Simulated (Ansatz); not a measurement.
Fe

```xyz
8
Lattice="5.0000 0.0000 0.0000 0.0000 5.0000 0.0000 0.0000 0.0000 5.0000" Properties=species:S:1:pos:R:3 pbc="T T T"
Fe    3.7500    1.2500    1.2500
Fe    1.2500    3.7500    1.2500
Fe    1.2500    1.2500    3.7500
Fe    3.7500    3.7500    3.7500
Fe    2.5000    0.0000    0.0000
Fe    0.0000    2.5000    0.0000
Fe    0.0000    0.0000    2.5000
Fe    2.5000    2.5000    2.5000
```

Space group Fd-3m; set up as Fe, diamond; a generated structure, not necessarily the stable one; changed on purpose from its base cell (volume × 1.08); computed pressure about −10 GPa in this cell; the program warned that a starting moment wasn't kept; spin-polarised, but the moments vanished.

Theory: Ansatz 0.2.0, DFT, PBE, plane waves (420 eV) with PAW, scalar-relativistic.

> What will maps of the valence pseudo-density and electron localisation function show?

Fe–Fe (2.17 Å): ρ at the midpoint is about 0.67 e/Å³; the ELF is about 0.35 at the midpoint.

> Metal or insulator at this level of theory?

It is gapless in this calculation (a metal or semimetal).

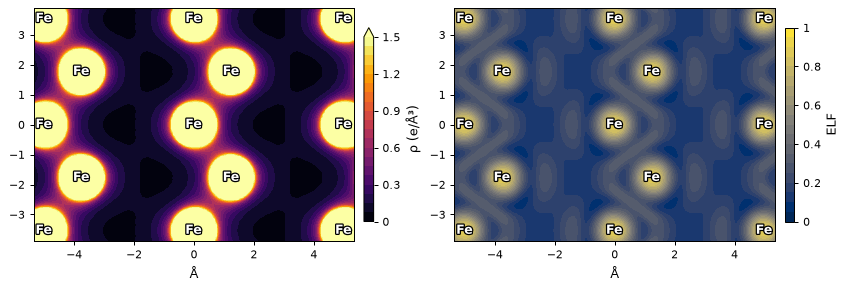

Computed valence pseudo-density and electron localisation function on the (101) plane of the conventional cell, in this order. 

In a PAW calculation such maps are meaningful between the atoms, not at the nuclei.
